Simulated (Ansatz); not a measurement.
# SnO: what the fields show

Input file:

```
crystal:
  lattice:
    - [3.802, 0.0, 0.0]
    - [0.0, 3.802, 0.0]
    - [0.0, 0.0, 4.836]
  atoms:
    - { symbol: Sn, position: [0.0, 0.4887566333, 0.2331369141] }
    - { symbol: Sn, position: [0.5, -0.0112433667, 0.7561369141] }
    - { symbol: O, position: [0.0, 0.0, 0.0] }
    - { symbol: O, position: [0.5, 0.5, 0.0] }
basis:
  ecutwfc: 500
kpoints:
  mp_grid: { grid: [10, 10, 8] }
hamiltonian:
  xc: r2scan
scf:
  occupations: { method: gaussian, width: 0.03 }
output:
  forces: true
  stress: true
  eigenvalues: true
  write_density: true
  write_potential: true
  elf: true
  volumetric_format: npy
```

Launched as:

```sh
ansatz run input.yaml --threads 1 --pin off --max-ram 2560MiB --backend cpu --events-out ev --progress --plain --runs-dir out
```

Below, planes, directions and counts refer to the conventional cell (a = 3.80 Å, b = 3.80 Å, c = 4.84 Å, α = 90.00°, β = 90.00°, γ = 90.00°).

Space group Pm; changed on purpose from its base cell (all Sn atoms moved +0.050 Å, as atom 1 towards its neighbour atom 3 (O) at 2.224 A); not relaxed (largest force 0.4 eV/Å).

These are results of DFT r2SCAN, scalar-relativistic, plane waves, PAW (Ansatz 0.2.0), not measurements.

Core electrons are frozen (PAW), and the valence fields are smoothed inside the atomic spheres.

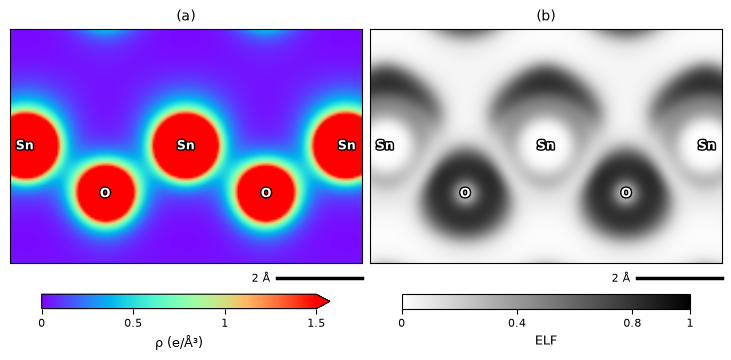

Figure 1. (a) valence pseudo-density; (b) electron localisation function on the (100) plane of the conventional cell.

### Describe what can be read from this map.

The section cuts through Sn and O sites.
Sn–O (2.21 Å): the density is about 0.48 e/Å³ at the midpoint; the ELF peaks at about 0.85 in the valence shell of O, 0.6 Å from its nucleus, and is about 0.20 at the midpoint; no localised pair shows between them.
Between the atoms the lowest density in this plane is 0.02 e/Å³.

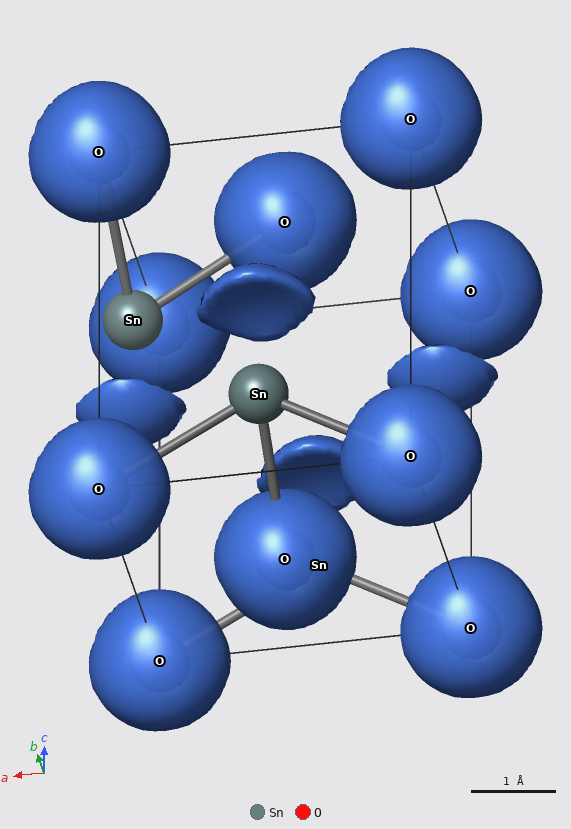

Figure 2. Isosurface of the electron localisation function at 0.7 (blue), seen at an oblique angle. Only the valence region is drawn (cores and ρ < 0.01 e/Å³ removed). Sticks mark near contacts.

### What do the ELF domains correspond to?

The ELF exceeds this value in two lobes on Sn, pointing away from the bonds (lone pairs) and two regions wrapped around O (the valence shell of each), counted in one cell of 4 atoms. Regions shared between cells count once. Along the contacts the grid gives the following. Sn–O (2.17 Å): the ELF peaks at about 0.85 in the valence shell of O, 0.6 Å from its nucleus, and is about 0.20 at the midpoint (no shared electron pair shows on this line). Sn–O (2.24 Å): the ELF peaks at about 0.85 in the valence shell of O, 0.6 Å from its nucleus, and is about 0.20 at the midpoint (no localised pair shows between them).
